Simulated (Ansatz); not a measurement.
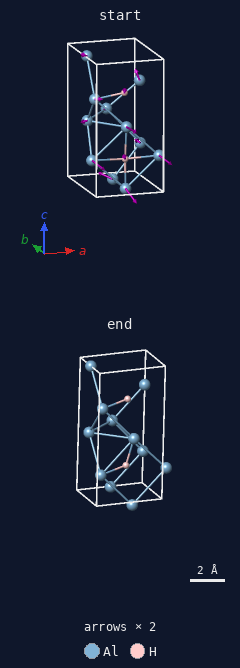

The structure of crystalline Al5H (a generated structure, set up in P1) (coarse preliminary run) before (top) and after (bottom) a relaxation, at one scale. The purple arrows give the displacements (the part carried along by the change of the cell is left out), 2 times their true length.

Style: ball-and-stick. Shown: the cell of the calculation, slightly off an axis.

Theory: DFT PBE, scalar-relativistic, plane waves, PAW in Ansatz. Set-up: plane-wave cutoff 420 eV; k-point mesh 6 × 4 × 4; occupations gaussian; smearing width 0.2 eV; no spin polarisation; cell and atoms relaxed; force threshold 0.025 eV/Å; at most 60 steps.

**What changed between the two?**

After 7 accepted moves (8 points after the start) the energy has fallen by 181 meV per atom. Largest force component: 2.8 eV/Å at the start, 0.013 eV/Å at the end. The pressure goes from 2.27 to 0.00 GPa. At 1 point the geometry stayed and the basis and grid were re-selected for the new cell (energy shift of 0.3 meV per atom at most each time). The atom that moves furthest relative to the cell is an Al atom (0.64 Å along [2 −3 −2]). Largest moves by element: Al 0.64 Å, H 0.26 Å. The drawn cell changes as follows: a 4.159 → 4.153 Å (−0.1 %), b 6.236 → 6.003 Å (−3.7 %), c 8.161 → 8.236 Å (+0.9 %), α 90.2° → 95.2°, β 88.7° → 87.1°, γ 91.8° → 82.7°; the volume changes by −4.3 %. Some distances before and after: Al–Al 4.271 → 2.873 Å, Al–Al 4.237 → 2.876 Å, Al–Al 3.775 → 2.877 Å, Al–Al 2.861 → 3.546 Å. Bond angles that change, for instance: Al–Al–Al 90.0° → 117.8°, Al–Al–Al 92.3° → 117.9°, Al–Al–H 92.5° → 117.3°. The space group stays P1 (No. 1).
